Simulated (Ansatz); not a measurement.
System: AlO₂, space group Fm-3m (No. 225) (one of a set of cubic test structures, which need not be the stable phase).

One of the inputs:
```
crystal:
  lattice:
    - [0.0, 2.344539882452, 2.344539882452]
    - [2.344539882452, 0.0, 2.344539882452]
    - [2.344539882452, 2.344539882452, 0.0]
  atoms:
    - { symbol: Al, position: [0, 0, 0] }
    - { symbol: O, position: [0.25, 0.25, 0.25] }
    - { symbol: O, position: [0.75, 0.75, 0.75] }
kpoints:
  mp_grid: { grid: [12, 12, 12] }
hamiltonian:
  xc: r2scan
  pseudopotentials: { kind: paw }
scf:
  occupations: { method: fermi_dirac, width: 0.1 }
output:
  forces: true
  stress: true
```

Command:
```bash
ansatz run input.yaml --threads 1
```

Computed with Ansatz 0.2.0 development build: equation of state of a cubic crystal from periodic Kohn-Sham density functional theory without spin, third-order Birch-Murnaghan fit to the free energies; pressure corrected for the finite basis. Level: r2SCAN.

- structure type: fluorite
- atoms in cell: 3
- space group number: 225
- lattice centring: face-centred primitive
- k mesh: 12×12×12
- occupation method: Fermi–Dirac
- occupation width: 0.1 eV
- wave cutoff: 500 eV
- datasets: soft-1 PAW
- density tolerance: 1e−07 eV
- bands: 12
- density cutoff ratio: 4
- search for lower states: default

What does the calculation give for the energy above the lowest point and pressure against volume? The volume takes the values 8.0657, 8.3287, 8.5917, 8.8548, 9.1178 Å³/atom.

A third-order Birch–Murnaghan fit gives V0 = 8.50 Å³/atom, B0 = 232 GPa and B′ = 3.8. The energy above the lowest point is 16.5 meV/atom at volume 8.0657 Å³/atom and 28.7 meV/atom at 9.1178 Å³/atom; the lowest computed point is at volume 8.5917 Å³/atom (0.0 meV/atom). The pressure falls from 13.4 GPa at volume 8.0657 Å³/atom to −14.3 GPa at 9.1178 Å³/atom, and changes sign near 8.50 Å³/atom.

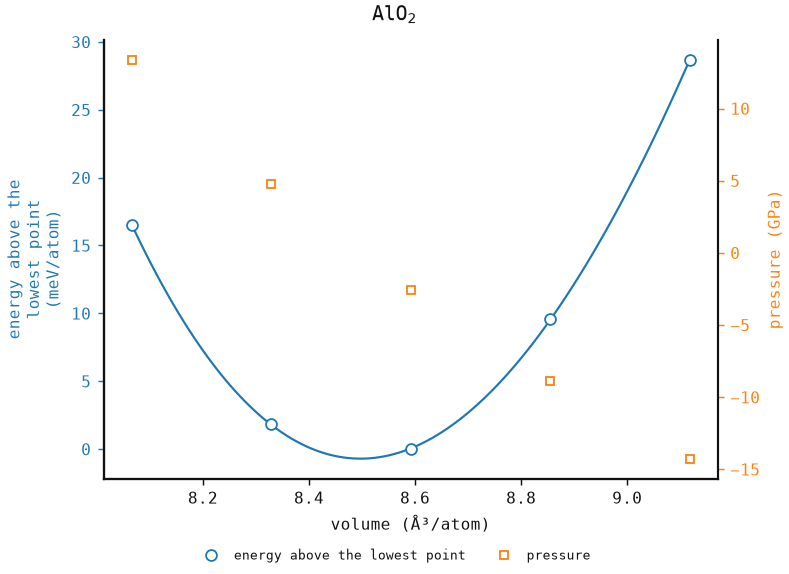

Caveats: cubic model structure, not the ambient form; modest k-mesh, values are not fully converged in k.
